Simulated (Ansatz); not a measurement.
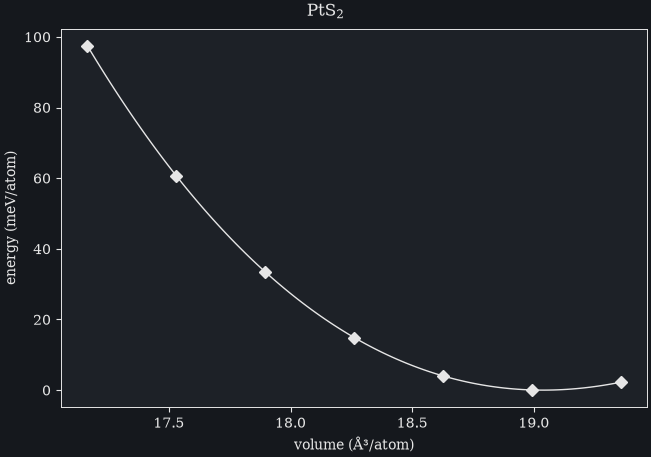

The figure shows the energy against volume for PtS₂, space group P-3m1 (No. 164).

Structure:
```yaml
crystal:
  lattice:
    - [3.54320, 0.00000, 0.00000]
    - [-1.77160, 3.06850, 0.00000]
    - [0.00000, 0.00000, 5.03880]
  atoms:
    - { symbol: Pt, position: [0.00000, 0.00000, 0.00000] }
    - { symbol: S, position: [0.66667, 0.33333, 0.77300] }
    - { symbol: S, position: [0.33333, 0.66667, 0.22700] }
```

Calculation (Ansatz 0.2.0): all-electron LAPW DFT, no spin polarisation; energies at scaled volumes of the given cell, shape and fractions fixed, counted from the fit's minimum, third-order Birch-Murnaghan fit. Level: PBEsol.

```csv
setting,value
k mesh,9×9×5
occupations,Fermi–Dirac
smearing width,0.05 eV
potentials,"all electron LAPW, scalar relativistic"
program settings,basis error eV/atom 0.001
```

This calculation gives: equilibrium volume 19.04 Å³/atom and bulk modulus 139 GPa.

Now S is replaced by Se on all its sites, which gives PtSe₂ in the same structure. The second calculation uses k mesh 8×8×5. Predict the effect.

The equilibrium volume rises from 19.04 to 20.59 Å³/atom (+8.1 %) and the bulk modulus falls from 139 to 127 GPa (−8.6 %).

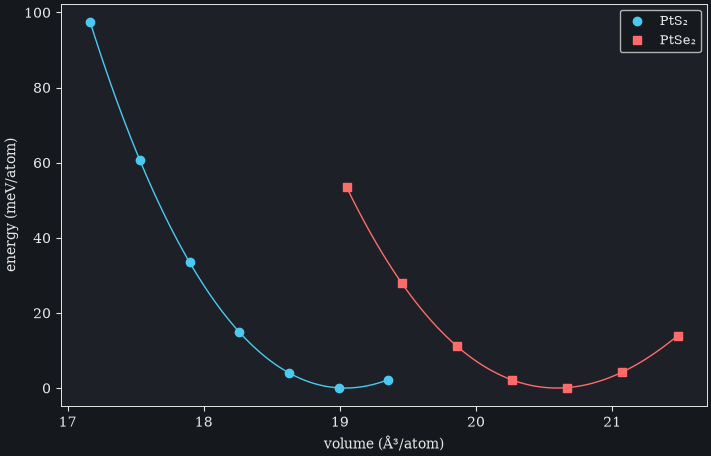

The two results together.

For both, limits of the calculation: spin-orbit coupling left out, heavy elements; shape and atomic fractions are frozen while scaling, which makes layered, chain and framework solids too stiff.

V0 and the bulk modulus come from third-order Birch–Murnaghan fits.
